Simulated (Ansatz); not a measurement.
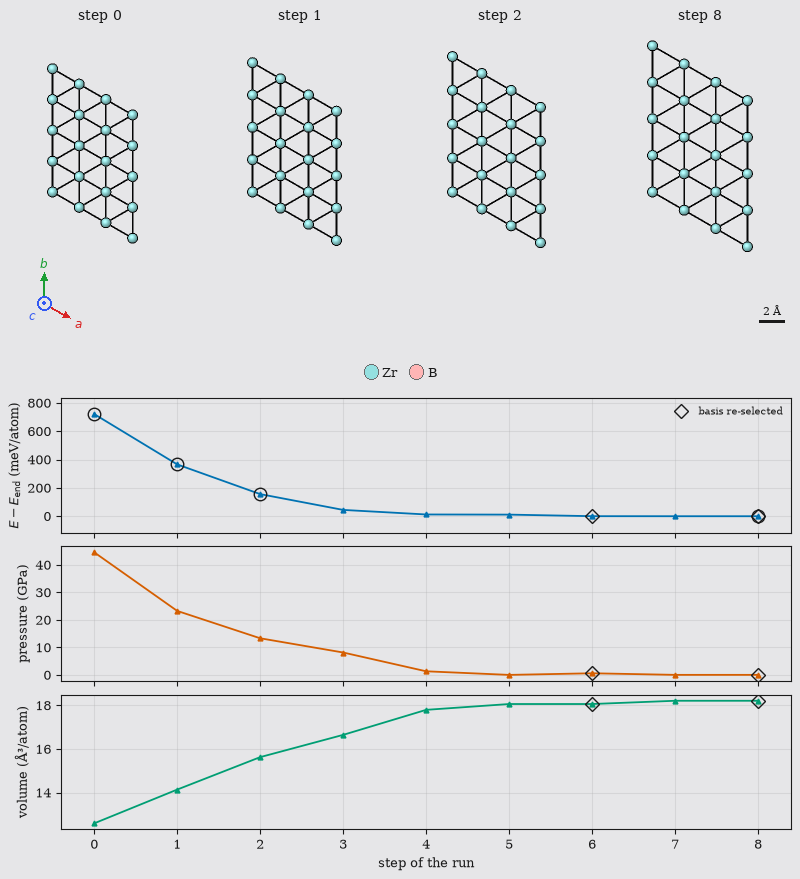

Frames of a relaxation of solid ZrB (a generated structure, set up in P6/mmm) (coarse preliminary run), marked on the history of the run. A ball-and-stick model of the cell of the calculation, repeated 3 × 4 × 1 with one cell outlined, seen along the c axis.

These are results of Ansatz, DFT PBE, scalar-relativistic, plane waves, PAW, not measurements. Settings: plane-wave cutoff 420 eV; k-point mesh 6 × 6 × 4; occupations gaussian; smearing width 0.1 eV; no spin polarisation; cell and atoms relaxed; force threshold 0.04 eV/Å; at most 70 steps.

Describe the path.

Answer. After 6 accepted moves (8 points after the start) the energy has fallen by 721 meV per atom. All forces vanish by symmetry, so only the cell relaxes. The pressure goes from 44.58 to 0.05 GPa. At 2 points the geometry stayed and the basis and grid were re-selected for the new cell (energy shift of 11.0 meV per atom at most each time). No atom moves by more than 0.005 Å relative to the cell. Cell: a = b 2.488 → 2.951 Å (+18.6 %), c 4.696 → 4.831 Å (+2.9 %). Volume +44.6 %. Near-neighbour distances that change, for instance: Zr–Zr 2.488 → 2.951 Å, B–Zr 2.348 → 2.416 Å. The space group stays P6/mmm (No. 191). The run took 12 s on 1 thread of Arm Neoverse N1, with other jobs on the host, peak memory 0.28 GiB. From step 0 to 1: volume +12.3 %, energy −355 meV per atom. From step 1 to 2: volume +10.5 %, energy −210 meV per atom. From step 2 to 8: volume +16.5 %, energy −156 meV per atom.

```json
{"step": "0", "E − E(0), meV/atom": "0.00", "pressure, GPa": "44.58", "volume, Å³/atom": "12.592", "note": ""}
{"step": "1", "E − E(0), meV/atom": "-355.41", "pressure, GPa": "23.29", "volume, Å³/atom": "14.140", "note": ""}
{"step": "2", "E − E(0), meV/atom": "-565.13", "pressure, GPa": "13.34", "volume, Å³/atom": "15.628", "note": ""}
{"step": "3", "E − E(0), meV/atom": "-676.69", "pressure, GPa": "8.17", "volume, Å³/atom": "16.649", "note": ""}
{"step": "4", "E − E(0), meV/atom": "-708.88", "pressure, GPa": "1.35", "volume, Å³/atom": "17.796", "note": ""}
{"step": "5", "E − E(0), meV/atom": "-709.90", "pressure, GPa": "0.04", "volume, Å³/atom": "18.063", "note": ""}
{"step": "6", "E − E(0), meV/atom": "-720.94", "pressure, GPa": "0.63", "volume, Å³/atom": "18.063", "note": "same geometry, new basis"}
{"step": "7", "E − E(0), meV/atom": "-721.28", "pressure, GPa": "0.05", "volume, Å³/atom": "18.212", "note": ""}
{"step": "8", "E − E(0), meV/atom": "-721.35", "pressure, GPa": "0.05", "volume, Å³/atom": "18.212", "note": "same geometry, new basis"}
```

Limits of the set-up: the k-point mesh is coarse for a cell with partly filled bands.
